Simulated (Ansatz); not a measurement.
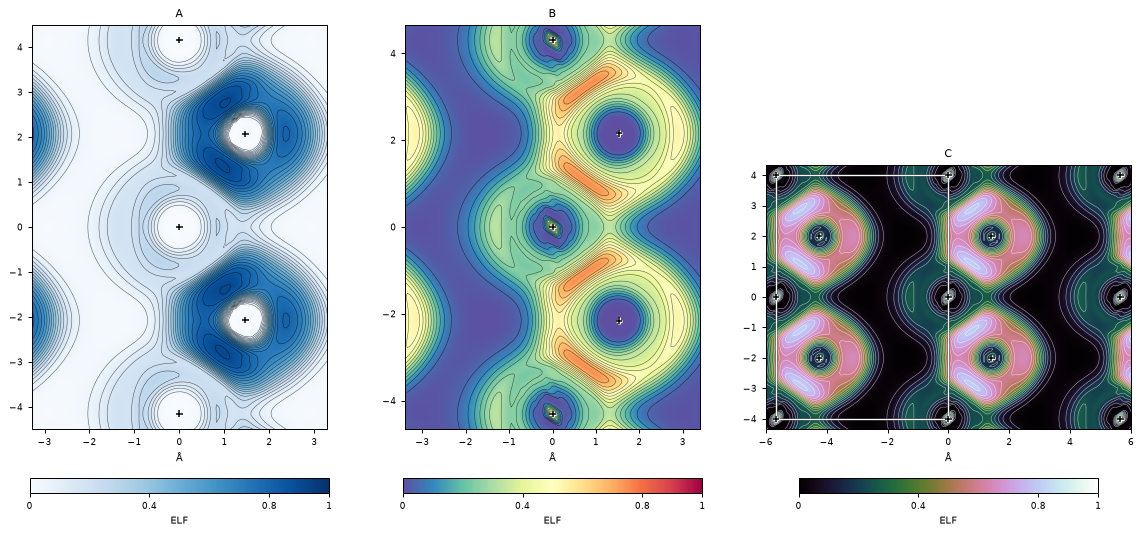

The ELF of 3 systems, each on a plane through atoms (crosses mark nuclei in the plane).

The calculation used DFT HSE06, spin-orbit coupling, plane waves, PAW in Ansatz.

System 1: GaAs, the (110) plane of the conventional cell. Space group F-43m; a generated structure, not necessarily the stable one.

```yaml
crystal:
  lattice:
    - [5.65330, 0.00000, 0.00000]
    - [0.00000, 0.00000, -5.65330]
    - [0.00000, 5.65330, 0.00000]
  atoms:
    - { symbol: Ga, position: [0.50000, 0.50000, 0.00000] }
    - { symbol: Ga, position: [0.00000, 0.50000, 0.50000] }
    - { symbol: Ga, position: [0.00000, 0.00000, 0.00000] }
    - { symbol: Ga, position: [0.50000, 0.00000, 0.50000] }
    - { symbol: As, position: [0.25000, 0.75000, 0.25000] }
    - { symbol: As, position: [0.75000, 0.75000, 0.75000] }
    - { symbol: As, position: [0.75000, 0.25000, 0.25000] }
    - { symbol: As, position: [0.25000, 0.25000, 0.75000] }
```

System 2: GaSb, the (011) plane of the conventional cell. Space group F-43m; a generated structure, not necessarily the stable one.

System 3: InP, the (011) plane of the conventional cell. Space group F-43m; a generated structure, not necessarily the stable one.

```cif
data_structure
_symmetry_space_group_name_H-M 'P 1'
_symmetry_Int_Tables_number 1
_cell_length_a 5.8687
_cell_length_b 5.8687
_cell_length_c 5.8687
_cell_angle_alpha 90.000
_cell_angle_beta 90.000
_cell_angle_gamma 90.000
_cell_volume 202.13
loop_
_atom_site_label
_atom_site_type_symbol
_atom_site_fract_x
_atom_site_fract_y
_atom_site_fract_z
_atom_site_occupancy
In1 In 0.50000 0.50000 0.00000 1
In2 In 0.00000 0.50000 0.50000 1
In3 In 0.00000 0.00000 0.00000 1
In4 In 0.50000 0.00000 0.50000 1
P1 P 0.25000 0.75000 0.25000 1
P2 P 0.75000 0.75000 0.75000 1
P3 P 0.75000 0.25000 0.25000 1
P4 P 0.25000 0.25000 0.75000 1
```

Question: Which map belongs to which system?

Answer: Panel A is system 3, InP: the plane holds In and P. In–P (2.54 Å): the ELF peaks at about 0.90 in the valence shell of P, 0.9 Å from its nucleus, and is about 0.55 at the midpoint. Panel B is system 2, GaSb: the plane holds Ga and Sb. Ga–Sb (2.64 Å): the ELF peaks at about 0.75 between the atoms. Panel C is system 1, GaAs: the plane holds Ga and As. Ga–As (2.45 Å): the ELF peaks at about 0.80 between the atoms (a shared electron pair).
